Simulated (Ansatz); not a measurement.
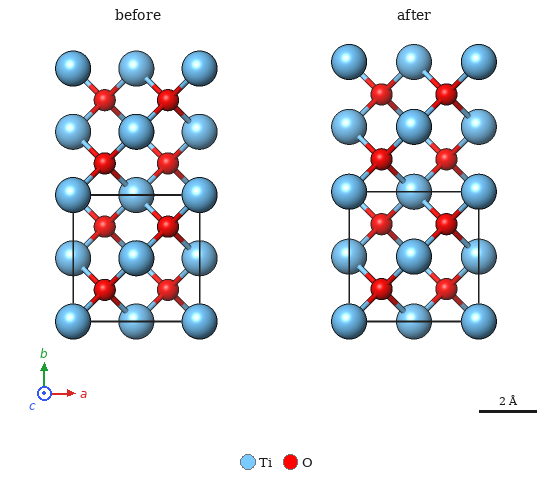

The structure of crystalline TiO (built on the zinc blende type) (coarse preliminary run) before (left) and after (right) a relaxation, at one scale.

The picture is a ball-and-stick view of the conventional cell (4 times the calculation's cell), repeated 1 × 2 × 1 with one cell outlined, seen along the c axis. Lengths and directions refer to the drawn axes.

Computed with DFT PBEsol, scalar-relativistic, plane waves, PAW (Ansatz 0.2.0). Set-up: plane-wave cutoff 420 eV; k-point mesh 8 × 8 × 8; occupations gaussian; smearing width 0.1 eV; collinear spin; cell and atoms relaxed; force threshold 0.05 eV/Å; at most 80 steps.

Q: Summarise the run.

A: After 3 accepted moves (5 points after the start) the energy has fallen by 45.1 meV per atom. All forces vanish by symmetry, so only the cell relaxes. The pressure goes from 17.24 to 0.10 GPa. The SCF was repeated twice at an unchanged geometry on a basis and grid sized afresh for the cell, which shifted the energy by 4.3 meV per atom at most. The atoms keep their places relative to the cell (all moves are under 0.005 Å). The volume changes by +8.0 %, with a = b = c 4.463 → 4.579 Å (+2.6 %). Among the contacts that change: Ti–Ti 3.156 → 3.238 Å, O–Ti 1.933 → 1.983 Å. The space group stays F-43m (No. 216). The run took 24 s on 1 thread of Intel(R) Xeon(R) Platinum 8259CL CPU @ 2.50GHz (Skylake/Cascade Lake), with other jobs on the host, peak memory 0.37 GiB.
